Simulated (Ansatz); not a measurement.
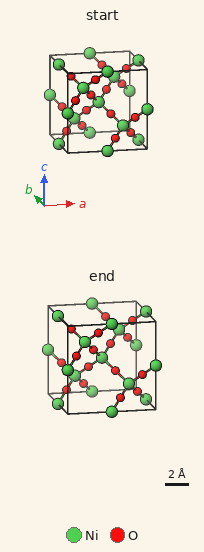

The structure of solid NiO₂ (built on the beta-cristobalite_227 type) (coarse preliminary run) before (top) and after (bottom) a relaxation, at one scale.

The picture is a ball-and-stick view of the conventional cell (4 times the calculation's cell), seen slightly off an axis. Lengths and directions refer to the drawn axes.

Case: beta-cristobalite type (Fd-3m, No. 227).

Level of theory: Ansatz, DFT r2SCAN, scalar-relativistic, plane waves, PAW.

The input:
```yaml
crystal:
  lattice:
    - [0.0, 3.5843072603, 3.5843072603]
    - [3.5843072603, 0.0, 3.5843072603]
    - [3.5843072603, 3.5843072603, 0.0]
  atoms:
    - { symbol: Ni, position: [0.5, 0.5, 0.5], spin: 0.13 }
    - { symbol: Ni, position: [0.75, 0.75, 0.75], spin: 0.13 }
    - { symbol: O, position: [0.625, 0.625, 0.625] }
    - { symbol: O, position: [0.125, 0.625, 0.625] }
    - { symbol: O, position: [0.625, 0.625, 0.125] }
    - { symbol: O, position: [0.625, 0.125, 0.625] }
basis:
  ecutwfc: 500
kpoints:
  mp_grid: { grid: [4, 4, 4] }
hamiltonian:
  xc: r2scan
scf:
  occupations: { method: gaussian, width: 0.1 }
  lower_state_search: "off"
output:
  forces: true
  stress: true
  eigenvalues: true
  populations: true
magnetization:
  spin_polarized: true
relax:
  adjacent_minimum: "off"
  f_tol: 0.04
  max_steps: 70
  cell: { stress_tol: 0.4 }
```

Run as
```bash
ansatz run input.yaml --threads 1 --pin off --max-ram 2560MiB --backend cpu --events-out ev --progress --plain --runs-dir out
```

> Describe what moved and what it gained.

Over 5 accepted moves (7 points after the start) the energy falls by 4.283 eV per cell of the calculation. All forces vanish by symmetry, so only the cell relaxes. The pressure goes from 55.23 to 0.03 GPa. The SCF was repeated twice at an unchanged geometry on a basis and grid sized afresh for the cell, which shifted the energy by 44.6 meV per cell of the calculation at most. The atoms keep their places relative to the cell (all moves are under 0.005 Å). The drawn cell changes as follows: a = b = c 7.169 → 7.933 Å (+10.7 %); the volume changes by +35.5 %. Some distances before and after: Ni1–O3 1.552 → 1.718 Å. The space group stays Fd-3m (No. 227). The program noted that the starting moments weren't kept. Cost: 6.9 min on 1 thread of Arm Neoverse N1, on a shared host, peak memory 0.82 GiB.
